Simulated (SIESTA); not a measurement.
# A series of single points on HfB₂

System: HfB₂ (P6/mmm, 3 atoms in the cell).
Method: Kohn-Sham DFT of a periodic cell, PBEsol, PseudoDojo 0.4 standard, converted to PSML, no spin polarisation (SIESTA 5.4.2).

The 7 runs differ only in the geometry, by an even scaling of the cell at fixed fractional positions. The structure derives from an entry of the Crystallography Open Database.

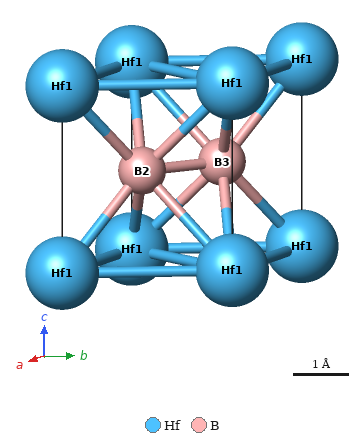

Figure 1. The structure of run 4 (ball-and-stick view of the cell of the calculation, seen slightly off an axis; atoms are numbered from 1 in the order of the input). An atom can appear more than once, as a periodic image.

### Input of run 4
```
SystemName                      HfB2
SystemLabel                     HfB2
NumberOfSpecies                 2
NumberOfAtoms                   3
%block ChemicalSpeciesLabel
  1  72 Hf
  2   5 B
%endblock ChemicalSpeciesLabel

LatticeConstant                 1.0 Ang
%block LatticeVectors
     3.1400000000     0.0000000000     0.0000000000
    -1.5700000000     2.7193197679     0.0000000000
     0.0000000000     0.0000000000     3.4800000000
%endblock LatticeVectors
AtomicCoordinatesFormat         Fractional
%block AtomicCoordinatesAndAtomicSpecies
     0.0000000000     0.0000000000     0.0000000000  1  Hf
     0.6666666667     0.3333333333     0.5000000000  2  B
     0.3333333333     0.6666666667     0.5000000000  2  B
%endblock AtomicCoordinatesAndAtomicSpecies

%block kgrid.MonkhorstPack
   10   0   0  0.0
    0  10   0  0.0
    0   0   8  0.0
%endblock kgrid.MonkhorstPack
XC.Functional                   GGA
XC.Authors                      PBEsol
PAO.BasisSize                   DZP
PAO.EnergyShift                 0.003 Ry
Mesh.Cutoff                     800 Ry
OccupationFunction              FD
ElectronicTemperature           0.05 eV
MaxSCFIterations                120
SCF.MustConverge                false
SCF.Mixer.Method                Pulay
SCF.Mixer.Weight                0.25
SCF.Mixer.History               8
SCF.DM.Tolerance                5.0e-05
SCF.H.Tolerance                 1.0e-03 eV
WriteForces                     true
Charge.Mulliken                 end
Charge.Hirshfeld                end
Charge.Voronoi                  end
SaveRho                         true
SaveElectrostaticPotential      true
%block PAO.Basis
  Hf 5
  n=5 0 2
    3.241 0.000
  n=6 0 2
    8.114 0.000
  n=5 1 2
    3.929 0.000
  n=6 1 1
    8.114
  n=5 2 2
    7.842 0.000
%endblock PAO.Basis
```

Command:
```bash
siesta < HfB2.fdf > HfB2.out 2>&1
```

Run 6 has the same physical settings and fractional positions; its lattice vectors (Å) are:
```
   3.181321    0.000000    0.000000
  -1.590660    2.755104    0.000000
   0.000000    0.000000    3.525795
```

### Results, with one run withheld

| run | volume per atom (Å³) | free energy per atom, from the lowest run given (meV) | pressure (GPa) |
| --- | --- | --- | --- |
| 1 | 9.311 | 20.72 | 14.77 |
| 2 | 9.509 | 6.56 | 8.25 |
| 3 | 9.707 | 0.00 | 2.48 |
| 4 | 9.905 | 0.31 | −2.88 |
| 5 | 10.103 | 6.93 | −7.72 |
| 6 | 10.301 | ? | ? |
| 7 | 10.499 | 36.55 | −15.97 |

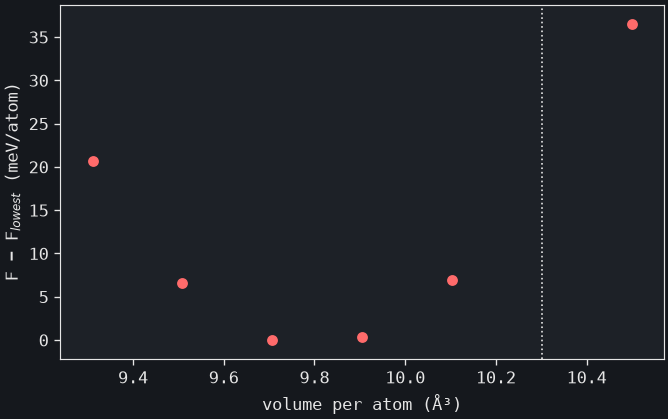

Figure 2. Free energy per atom of the runs given; the dotted line marks run 6.

Fit the runs given and predict run 6.

A cubic polynomial in V^(−2/3) (the Birch–Murnaghan form), fitted to the 6 runs given, misses them by at most 0.02 meV per atom. With x = V^(−2/3) − 0.21798 Å⁻², it reads F = −0.58705 − 348.52 x + 3.8059e+05 x² − 1.1578e+05 x³ (meV per atom). At run 6 it gives 19.16 meV per atom, and the run itself gives 19.19. The slope of the fit gives a pressure −dF/dV of −12.06 GPa there, and the run prints −12.03 GPa. The fit has its minimum at 9.795 Å³ per atom, where V d²F/dV² gives 264 GPa. Cell shape and fractional positions are held, so this is the stiffness under even scaling; the relaxed bulk modulus wasn't computed.

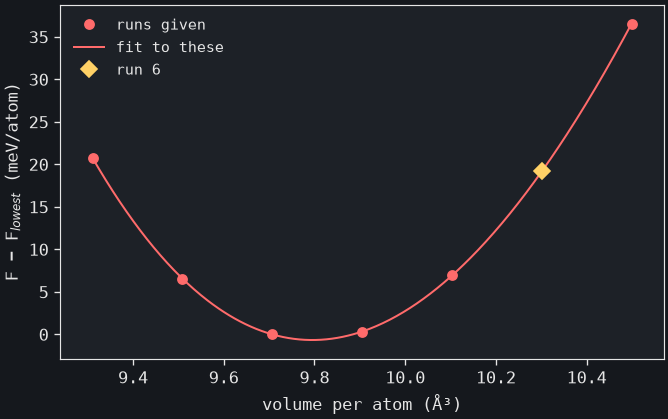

Figure 3. The fit and the withheld run.

### Some lines of the output (run 6)
```
[...]
outcell: Cell volume (Ang**3)        :     30.9031
stepf: Fermi-Dirac step function
siesta: Etot    =     -1693.809656
siesta: FreeEng =     -1693.814044
        iscf     Eharris(eV)        E_KS(eV)     FreeEng(eV)     dDmax    Ef(eV) dHmax(eV)
siesta: E_KS(eV) =            -1696.7539
siesta: E_KS - E_eggbox =     -1696.7539
siesta: Etot    =     -1696.753918
siesta: FreeEng =     -1696.756602
siesta:         Fermi =      -6.212810
siesta: Cell volume =         30.903133 Ang**3
    Orbital volume contribution        =           3.508859 eV
```

Notes: Points of doubt noted for this run: mulliken charges of long orbitals. Spin–orbit coupling is left out, which matters for Hf. With a small basis of atomic orbitals these values can differ much from converged plane-wave results.
